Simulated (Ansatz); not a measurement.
System: Si, space group P6_3/mmc (No. 194).

The given structure:
```xyz
4
Lattice="3.8319 0.0000 0.0000 -1.9160 3.3185 0.0000 0.0000 0.0000 6.3418" Properties=species:S:1:pos:R:3 pbc="T T T"
Si    0.0000    2.2124    0.4001
Si    1.9160    1.1062    3.5710
Si    0.0000    2.2124    2.7708
Si    1.9160    1.1062    5.9417
```

How it was computed, with Ansatz 0.2.0: energy, stress and cell of a relaxed crystal along a series of strains, atoms and what the cell freedom names relaxed within the symmetry; stress is positive in compression; plane waves with PAW datasets, Γ-centred k mesh; energies extrapolated to zero smearing. Level: r2SCAN, no spin polarisation.

- wave cutoff: 500 eV
- k mesh: 12×12×4
- occupations: Gaussian
- smearing width: 0.02 eV
- strain kind: uniaxial along c
- cell freedom: lengths a and b free, angles held

Describe the result: the energy change and stress zz against strain. The strain takes the values −4.5, −3.0, −1.5, 0.0, 1.5, 3.0, 4.5 %.

The energy rises on both sides of the starting structure, which is therefore a minimum along this path. The energy change is 29.12 meV/atom at strain −4.5 % and 25.88 meV/atom at 4.5 %; the lowest computed point is at strain 0.0 % (0.00 meV/atom). The stress zz falls from 10.48 GPa at strain −4.5 % to −8.90 GPa at 4.5 %, and changes sign near 0.0 %.

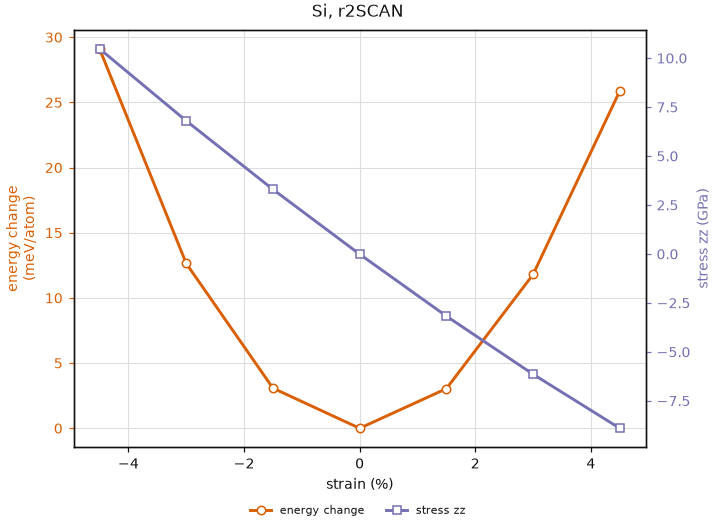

Caveats: a crossing between the sampled k points may be missed; coarse k mesh.
